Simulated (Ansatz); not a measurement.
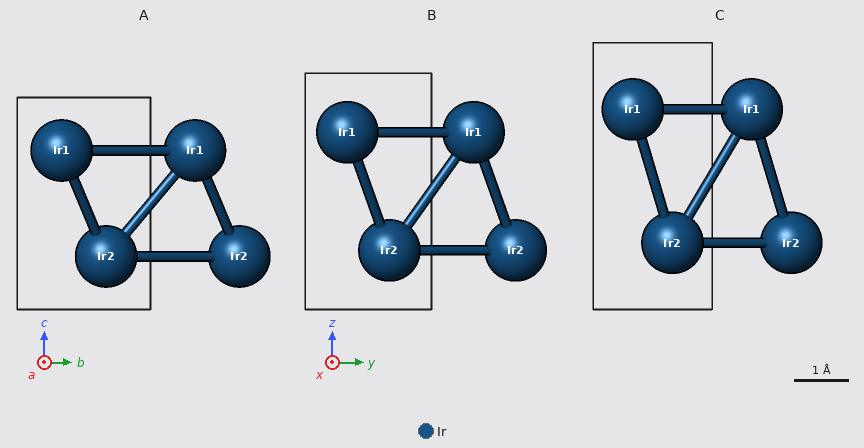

A scan of crystalline Ir (P6_3/mmc): the ratio of the cell's length along z to its lengths across, counted as 1 for the reference, is changed at fixed volume (a c/a path), with the atoms kept at their fractional coordinates. x, y and z are the Cartesian axes of the input. A ball-and-stick model of the cell of the calculation, repeated 3 × 2 × 1 with one cell outlined, seen along the a axis.

All numbers below come from Ansatz, DFT r2SCAN, scalar-relativistic, plane waves, PAW. (plane-wave cutoff 500 eV; k-point mesh 30 × 30 × 16; occupations gaussian; smearing width 0.15 eV; no spin polarisation). Energies (free energies at the smearing named) are counted from the relaxed crystal.

> Order these geometries by energy, lowest first.

Lowest first: B (the relative ratio 1.00, 0 meV/atom), A (the relative ratio 0.85, 250 meV/atom), C (the relative ratio 1.20, 384 meV/atom). Over the whole scan: the lowest computed point lies at the relative ratio 1.00 (0 meV/atom). At the ends of the scan the energy is 250 meV/atom (0.85) and 384 meV/atom (1.20). The distortion keeps the space group P6_3/mmc. At the relative ratio 1.20 the cell of the drawing goes a 2.729 → 2.568 Å, b 2.729 → 2.568 Å, c 4.422 → 4.993 Å.
